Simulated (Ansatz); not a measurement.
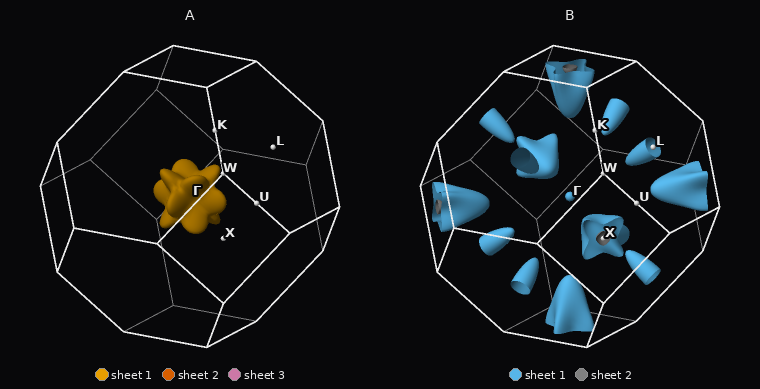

Constant-energy surfaces of GaP (F-43m) near its two band edges (0.20 eV into the valence band, 0.30 eV into the conduction band), in unknown order.

Theory: DFT PBE, scalar-relativistic, plane waves, PAW; levels and slopes on a dense k mesh at the converged density (Ansatz). No spin polarisation. The levels come from a k mesh of 34×34×34 points. Cell and positions as given, without relaxation.

Masses come from a second pass at points close to the extrema; at the energies drawn a band may no longer be parabolic.

Q: Which panel shows the holes and which the electrons?

A: A shows the valence band (holes), B the conduction band (electrons).

Q: Describe the extrema and the gap.

A: Valence band (extrema up to 0.20 eV from the edge): one maximum at Γ, three bands meeting there, with masses of 0.11 and 0.35 mₑ among them, each the same along x, y and z. Band 9 forms the valence edge; band 8 meets it there and band 7 meets it there.
Conduction band (extrema up to 0.30 eV from the edge): six equivalent minima on the Γ–X line, principal masses 0.23, 0.23 and 1.05 mₑ; four equivalent minima at L, 0.08 eV above the edge, principal masses 0.14, 0.14 and 1.82 mₑ; one minimum at Γ, 0.24 eV above the edge, mass 0.11 mₑ in all directions. Band 10 forms the conduction edge; band 11 begins 0.23 eV higher (at X). The surfaces also take in X, where this band lies 0.06 eV above its edge, so they needn't be separate pockets.
The gap is indirect, 1.59 eV at this level of theory (semilocal functionals give gaps that are too small, and can reorder valleys that lie close).

Where one band's surface lies inside another's, the outer one hides all or part of it.

Spin-orbit coupling, left out here, can split bands that meet at an edge and change their masses.
